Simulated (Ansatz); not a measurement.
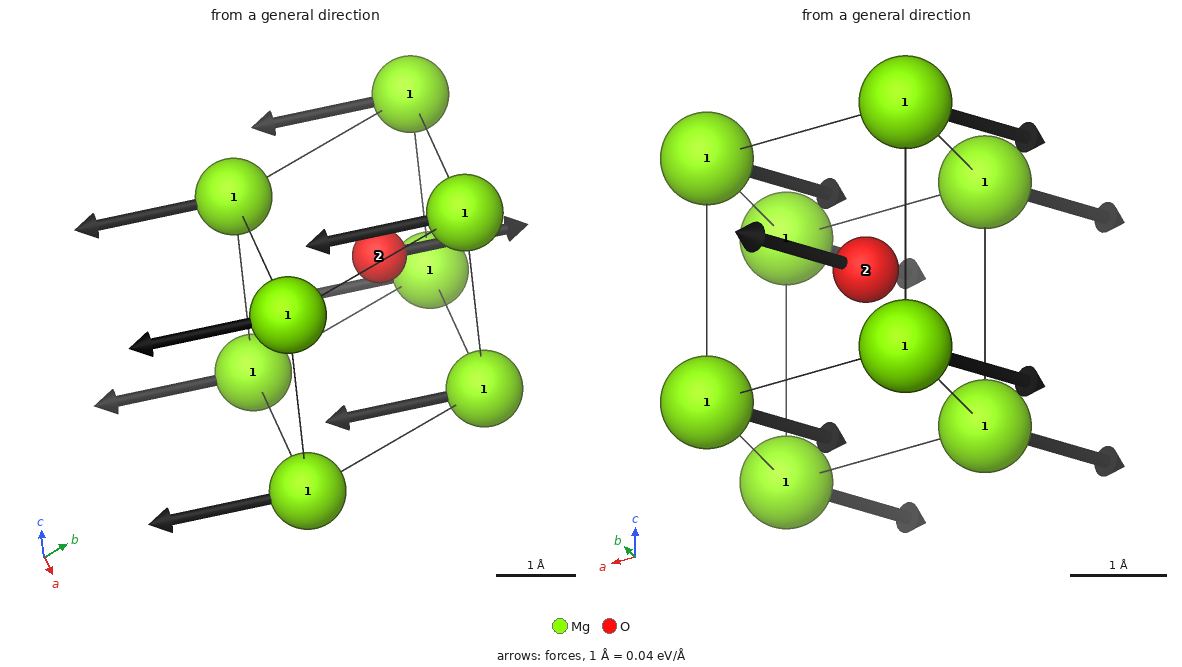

Shown here is a spheres-only view of the crystal, taken from two general directions. The simulation cell is outlined; an atom on or near a face, edge or corner is repeated at each equivalent position. The arrows are the computed forces on the atoms.

System: MgO. Results below were computed with Ansatz 0.2.0, DFT PBE, scalar-relativistic, plane waves, PAW; the settings were plane-wave cutoff 420 eV, the zone sampled with 12×12×8 points, Gaussian smearing of 0.05 eV, no spin polarisation.

Are the forces small enough to call this converged?

No. The atoms still feel forces of up to about 0.065 eV/Å, above a usual threshold of 0.01 to 0.03 eV/Å.

Name the atom under the greatest force.

Mg1 and O2, about 0.065 eV/Å.

The initial geometry was a structure listed in the Materials Project. The cell was then strained or its atoms displaced on purpose. Ansatz was used for an electronic-structure calculation on it.
